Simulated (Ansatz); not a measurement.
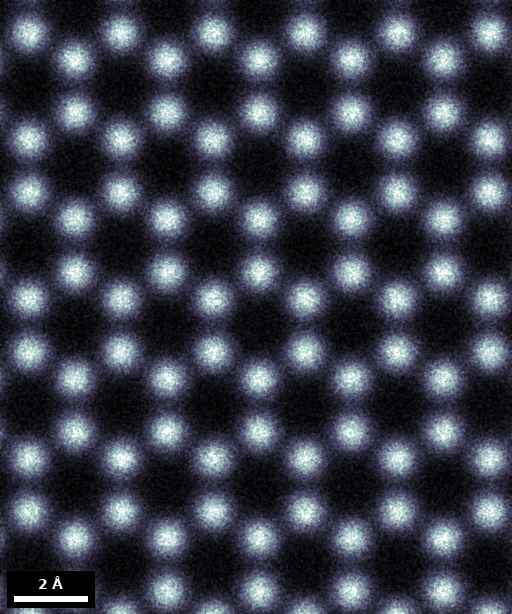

Z-contrast image of Cu (P6_3/mmc, No. 194). Simulation: incoherent imaging, intensity Z^1.7 per atom, probe width 0.78 Å, thin sample. The probe carries 25 % of its weight in a tail 2.5 times as wide. Shot noise was added. Model: the end point of a relaxation with DFT, PBEsol, plane waves (420 eV) with PAW, scalar-relativistic (Ansatz); the starting structure was generated, so it need not be a known form of this composition.

```cif
data_structure
_symmetry_space_group_name_H-M 'P 1'
_symmetry_Int_Tables_number 1
_cell_length_a 2.5186
_cell_length_b 2.5186
_cell_length_c 4.1244
_cell_angle_alpha 90.000
_cell_angle_beta 90.000
_cell_angle_gamma 120.000
_cell_volume 22.66
loop_
_atom_site_label
_atom_site_type_symbol
_atom_site_fract_x
_atom_site_fract_y
_atom_site_fract_z
_atom_site_occupancy
Cu1 Cu 0.33333 0.66667 0.25000 1
Cu2 Cu 0.66667 0.33333 0.75000 1
```

Which beam direction gives this image, [001], [101], [201] or [211]? (Directions equivalent by symmetry count as one.)

[001]. The projected cells are 2.52 × 2.52 Å, 120° for [001]; 2.15 × 2.43 Å, 116° for [101]; 1.60 × 2.32 Å, 110° for [201]; 1.96 × 1.96 Å, 100° for [211], and the image repeats as the [001] one does.
